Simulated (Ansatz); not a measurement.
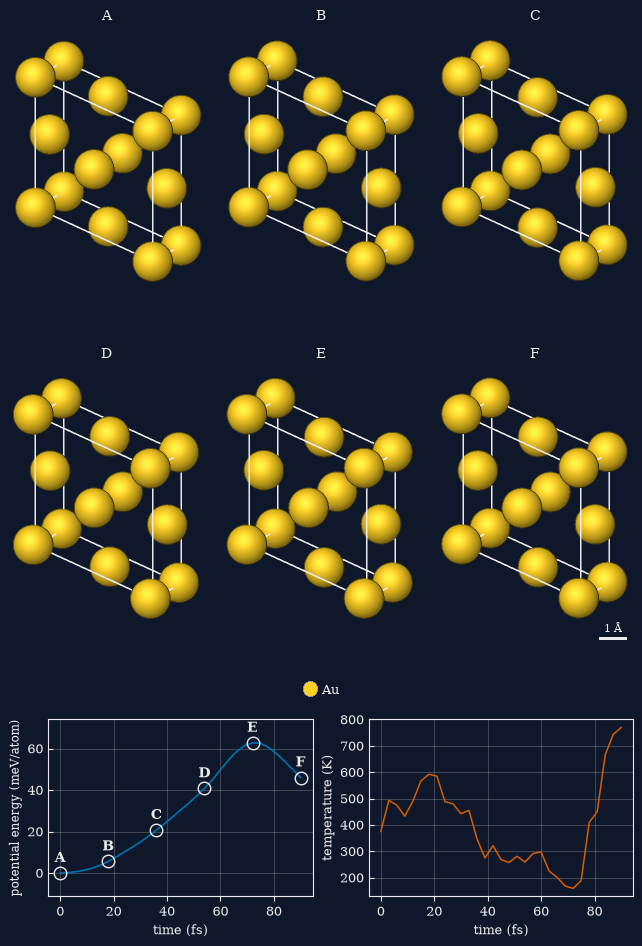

A Born-Oppenheimer molecular dynamics run of a 4-atom cell of Au (set up in Fm-3m), 90 fs long. Frames (A at 0 fs, B at 18 fs, C at 36 fs, D at 54 fs, E at 72 fs, F at 90 fs) and the history of the run. The picture is a spheres-only view of the reduced simulation cell, seen slightly off an axis. Lengths and directions refer to the drawn axes.

These are results of DFT, LDA, PAW with Ansatz's default frozen-core files, scalar-relativistic (Ansatz 0.2.0), not measurements. Settings: plane-wave cutoff 420 eV; k-point mesh 4 × 4 × 8; Fermi-Dirac smearing 0.08 eV; Langevin thermostat (NVT); set temperature 500 K; time step 3 fs.

### What happens in this trajectory?

In the second half of the run the atoms are, in the root-mean-square, this far from where they began (common drift taken out): Au 0.12 Å. The run lasts only 90 fs, too short to tell vibration from diffusion. With so few atoms the kinetic temperature swings widely, between 160 and 770 K; its mean in the second half is 350 K. The potential energy in the second half lies on average 50.2 meV per atom above the first frame. The mean pressure there is 0.7 GPa.
